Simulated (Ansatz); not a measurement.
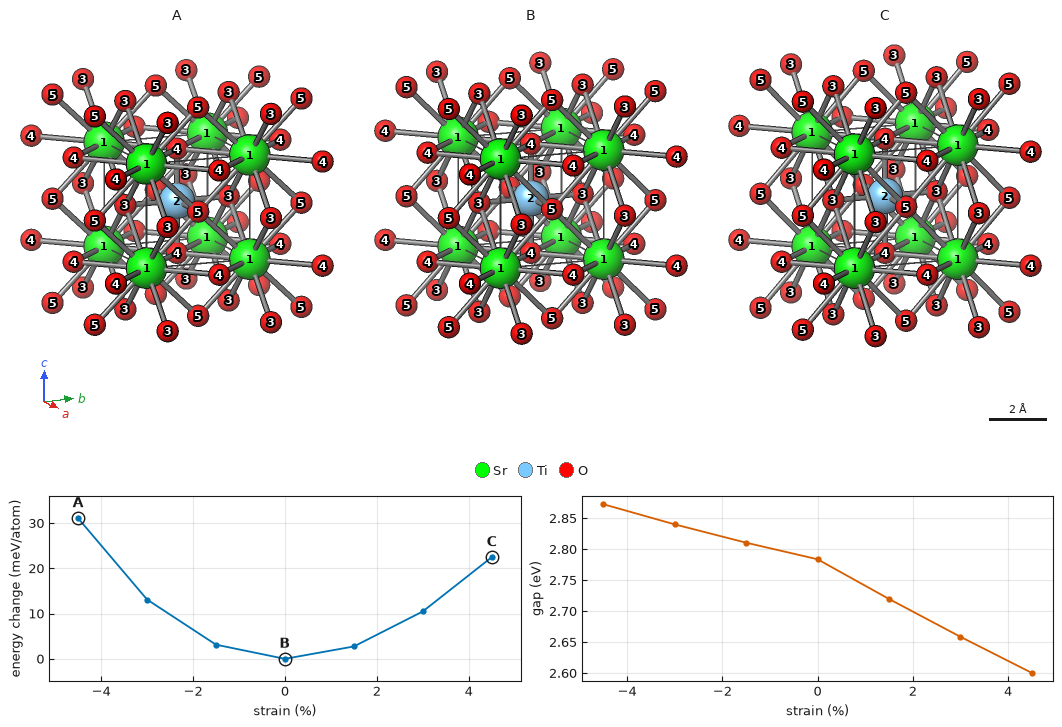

Members of a series of calculations on a crystal of SrTiO3 (set up in Pm-3m), marked on the first curve. Style: ball-and-stick. Shown: the cell of the calculation, slightly off an axis.

Theory: DFT r2SCAN+U, scalar-relativistic, plane waves, PAW (Ansatz). Set-up: plane-wave cutoff 500 eV; k-point mesh 6 × 6 × 6; occupations gaussian; smearing width 0.02 eV; U Ti 4.0 eV; no spin polarisation.

Describe the series.

Strain along c alone, the other axes held, atoms relaxed. A (strain −4.5 %): energy change 31.1 meV/atom, volume 11.48 Å³ per atom, gap 2.87 eV. B (strain 0.0 %): energy change 0.0 meV/atom, volume 12.03 Å³ per atom, gap 2.78 eV. C (strain 4.5 %): energy change 22.5 meV/atom, volume 12.57 Å³ per atom, gap 2.60 eV. The rest compares A with C. The volume changes by +9.4 %, with a = b unchanged at 3.918 Å, c 3.741 → 4.094 Å (+9.4 %). Near-neighbour distances before and after: O–Ti 1.871 → 2.047 Å, O–Sr 2.709 → 2.833 Å.
